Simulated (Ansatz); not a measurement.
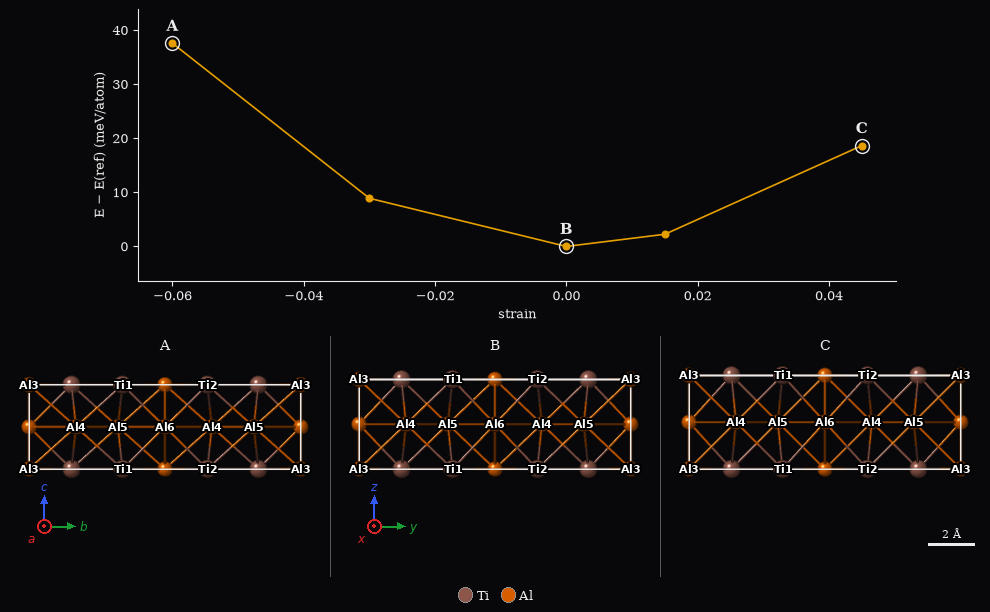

Solid TiAl₂ (Cmmm): the cell is strained along z alone, with the atoms kept at their fractional coordinates. x, y and z are the Cartesian axes of the input. The lettered frames are marked on the plot. A ball-and-stick model of the conventional cell (2 times the calculation's cell), repeated 1 × 1 × 1 with one cell outlined, seen along the a axis. Lengths and directions refer to the drawn axes.

Theory: DFT PBEsol, scalar-relativistic, plane waves, PAW in Ansatz 0.2.0. Settings: plane-wave cutoff 420 eV; k-point mesh 14 × 14 × 12; occupations gaussian; smearing width 0.15 eV; no spin polarisation. Energies (free energies at the smearing named) are counted from the relaxed crystal.

> Describe the profile.

Of the computed points the lowest is at the strain 0.00, 0.0 meV/atom. The distortion keeps the space group Cmmm. At the strain −0.06 the cell of the drawing goes c 3.972 → 3.734 Å.

The computed points:

| strain | E − E(ref) (meV/atom) |
| --- | --- |
| −0.060 | 37.6 |
| −0.030 | 8.9 |
| 0.000 | 0.0 |
| 0.015 | 2.3 |
| 0.045 | 18.6 |
